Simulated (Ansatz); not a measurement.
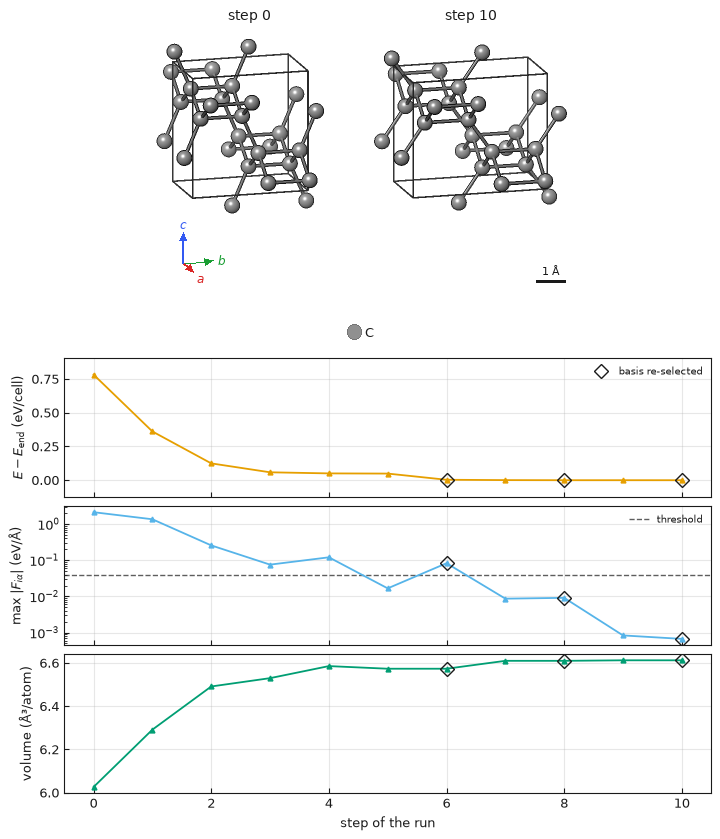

First and last geometry of a relaxation of a crystal of C (a generated structure, set up in Imma) (coarse preliminary run), with the history of the run. Style: ball-and-stick. Shown: the conventional cell (2 times the calculation's cell), slightly off an axis. Lengths and directions refer to the drawn axes.

The calculation used DFT PBE, scalar-relativistic, plane waves, PAW in Ansatz. Settings: plane-wave cutoff 420 eV; k-point mesh 8 × 8 × 8; occupations gaussian; smearing width 0.1 eV; no spin polarisation; cell and atoms relaxed; force threshold 0.04 eV/Å; at most 70 steps.

Question: What do the curves and the structures tell?

Answer: It converged. After 7 accepted moves (10 points after the start) the energy has fallen by 0.782 eV per cell of the calculation. Largest force component: 2.1 eV/Å at the start, 0.00067 eV/Å at the end. Pressure: 27.34 GPa at the start and −0.01 GPa at the end. The SCF was repeated 3 times at an unchanged geometry on a basis and grid sized afresh for the cell, which shifted the energy by 45.8 meV per cell of the calculation at most. The largest moves relative to the cell, 0.098 Å, are those of C atoms. The volume changes by +9.7 %, with a 2.597 → 2.547 Å (−1.9 %), b 4.252 → 4.939 Å (+16.2 %), c 4.366 → 4.204 Å (−3.7 %). Some distances before and after: C–C 1.522 → 1.609 Å, C–C 1.520 → 1.546 Å, C–C 1.518 → 1.498 Å. Bond angles that change, for instance: C–C–C 113.5° → 125.1°, C–C–C 117.4° → 111.0°. The space group stays Imma (No. 74). Cost: 52 s on 1 thread of Intel(R) Xeon(R) Processor @ 2.50GHz (Skylake/Cascade Lake) (shared host), peak memory 0.34 GiB.

```csv
step,"E − E(0), meV/atom","largest force component, eV/Å","pressure, GPa","volume, Å³/atom",note
0,0.00,2.1255,27.34,6.026,
1,-105.29,1.3553,12.78,6.292,
2,-164.41,0.2570,2.81,6.491,
3,-180.94,0.0755,2.78,6.530,
4,-182.97,0.1204,-0.84,6.586,
5,-183.32,0.0167,0.05,6.573,
6,-194.77,0.0827,1.82,6.573,"same geometry, new basis"
7,-195.42,0.0087,0.08,6.610,
8,-195.60,0.0091,0.09,6.610,"same geometry, new basis"
9,-195.60,0.0008,-0.01,6.612,
10,-195.61,0.0007,-0.01,6.612,"same geometry, new basis"
```
